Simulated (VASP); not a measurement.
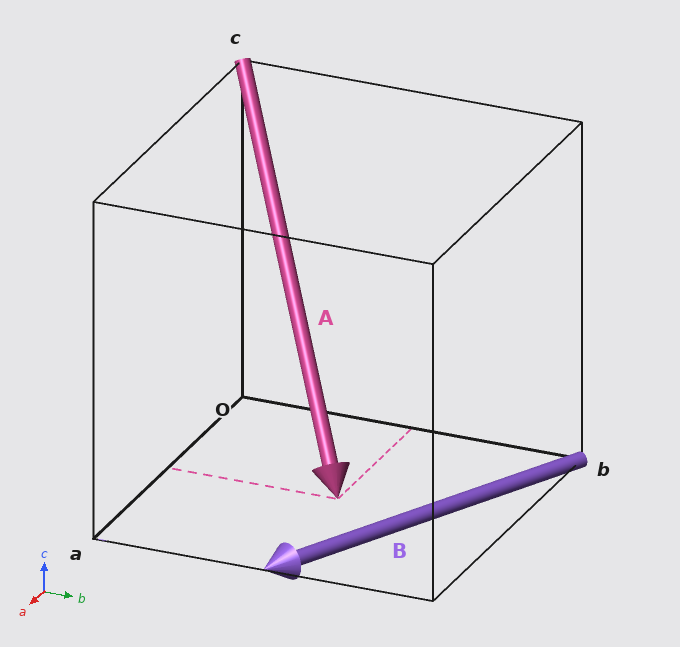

For Al₂Pt, an entry of the Crystallography Open Database, as set up for an electronic-structure calculation: each arrow starts at a corner of the unit cell and ends on its surface; where a tip isn't a corner, dashed lines run from it parallel to the axes. Symmetry computed with spglib at a tolerance of 0.002 Å; standard conventional cell.

a = 5.910 Å, b = 5.910 Å, c = 5.910 Å, α = 90.00°, β = 90.00°, γ = 90.00°.

Give [uvw] of each arrow.

Answer. Arrow A runs from (0, 0, 1) to (1/2, 1/2, 0), so [1 1 −2]; Arrow B runs from (0, 1, 0) to (1, 1/2, 0), so [2 −1 0].

How long is the vector ua + vb + wc in each case, and what angles do the directions make?

Answer. A 14.476 Å; B 13.215 Å. A–B: 79.5°.
